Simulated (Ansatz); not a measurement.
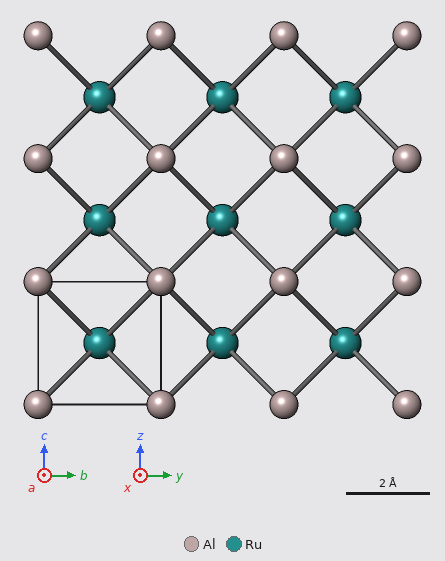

Energy scan for crystalline AlRu (Pm-3m), in which the cell is strained along z alone, with the atoms kept at their fractional coordinates. x, y and z are the Cartesian axes of the input. The picture shows the reference cell. Style: ball-and-stick. Shown: the cell of the calculation, repeated 2 × 3 × 3 with one cell outlined, along the a axis.

Method: DFT r2SCAN, scalar-relativistic, plane waves, PAW (Ansatz). Settings: plane-wave cutoff 500 eV; k-point mesh 16 × 16 × 16; occupations gaussian; smearing width 0.15 eV; no spin polarisation. Energies (free energies at the smearing named) are counted from the cell as listed in its source, which wasn't relaxed.

The input:
```yaml
crystal:
  lattice:
    - [2.9916, 0.0, 0.0]
    - [0.0, 2.9916, 0.0]
    - [0.0, 0.0, 2.9916]
  atoms:
    - { symbol: Al, position: [0.0, 0.0, 0.0] }
    - { symbol: Ru, position: [0.5, 0.5, 0.5] }
basis:
  ecutwfc: 500
kpoints:
  mp_grid: { grid: [16, 16, 16] }
hamiltonian:
  xc: r2scan
scf:
  occupations: { method: gaussian, width: 0.15 }
output:
  forces: true
  stress: true
  eigenvalues: true
```

Launched with:
```bash
ansatz run input.yaml --threads 1 --pin off --max-ram 2560MiB --backend cpu --events-out ev --progress --plain --runs-dir out
```

Question: Give the energy at each point (the strain: −0.040, −0.030, −0.020, −0.010, 0.000, 0.010, 0.020, 0.030, 0.035, 0.040).

Answer:
| strain | ΔE (meV/atom) |
| --- | --- |
| −0.040 | 18.1 |
| −0.030 | 8.6 |
| −0.020 | 2.6 |
| −0.010 | −0.2 |
| 0.000 | 0.0 |
| 0.010 | 3.0 |
| 0.020 | 8.6 |
| 0.030 | 16.6 |
| 0.035 | 21.5 |
| 0.040 | 26.9 |

The lowest computed point lies at the strain −0.01 (−0.2 meV/atom). At the ends of the scan the energy is 18.1 meV/atom (−0.04) and 26.9 meV/atom (0.04). The unrelaxed reference is under a pressure of −2.0 GPa, which tilts the curve. The distortion takes the space group from Pm-3m to P4/mmm. At the strain −0.04 the cell of the drawing goes c 2.992 → 2.872 Å.

As a plot:

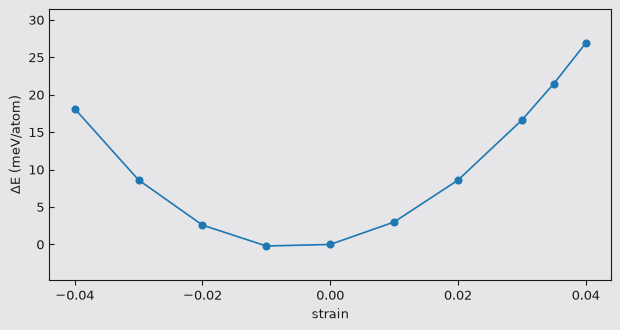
